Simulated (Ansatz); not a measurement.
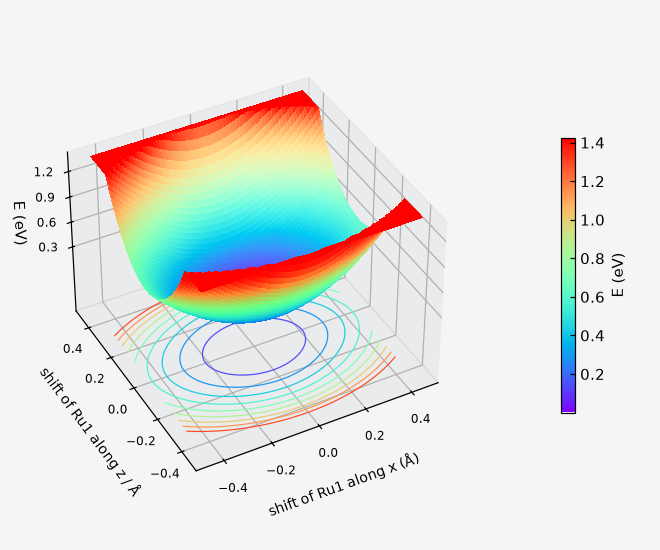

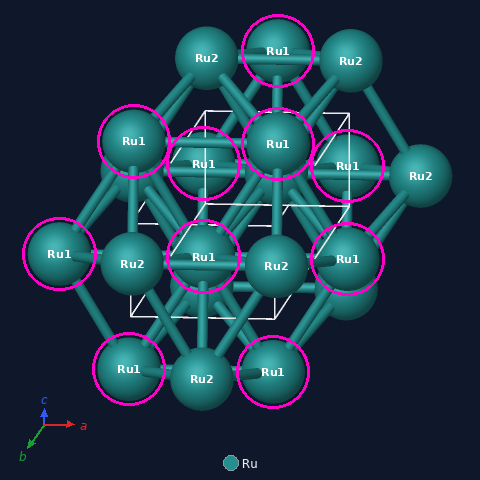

Energy landscape of Ru (P6_3/mmc, No. 194; 2 atoms in the cell). Atom Ru1 is moved over a plane while all other atoms and the cell stay fixed (its periodic images move with it) (x along [1 0 0], y along [1 2 0], z along [0 0 1] of the conventional cell). The first coordinate is: shift of Ru1 along x; the second: shift of Ru1 along z. The scan uses a 5 × 5 grid; 9 points were computed and 16 follow by symmetry. Points are written as (first, second). All energies are given in eV per cell relative to the lowest grid point. Level of theory: DFT PBE, scalar-relativistic, plane waves, PAW in Ansatz. Settings: cutoff 420 eV, k-mesh 24×24×14 in the order of the run's cell vectors, gaussian smearing 0.15 eV, no spin polarisation.

Drawn: a relief with its contours projected below, any walls above the top of the colour scale cut off. Between grid points the surface is interpolated. The second picture is the structure at the lowest point

> Where are the wells?

The lowest grid point is at (0.000 Å, 0.000 Å). No other kind of well shows on this grid. The highest grid point, (−0.450 Å, −0.450 Å), lies 2.42 eV above the lowest. Near the minimum the curvatures are about 7.1 and 11 eV/Å² along the soft and the stiff direction.

The values on the grid:

| shift of Ru1 along z ↓, shift of Ru1 along x → | −0.450 | −0.225 | 0.000 | 0.225 | 0.450 |
| --- | --- | --- | --- | --- | --- |
| 0.450 | 2.42 | 1.75 | 1.53 | 1.75 | 2.42 |
| 0.225 | 1.00 | 0.49 | 0.32 | 0.49 | 1.00 |
| 0.000 | 0.63 | 0.17 | 0.00 | 0.17 | 0.63 |
| −0.225 | 1.00 | 0.49 | 0.32 | 0.49 | 1.00 |
| −0.450 | 2.42 | 1.75 | 1.53 | 1.75 | 2.42 |
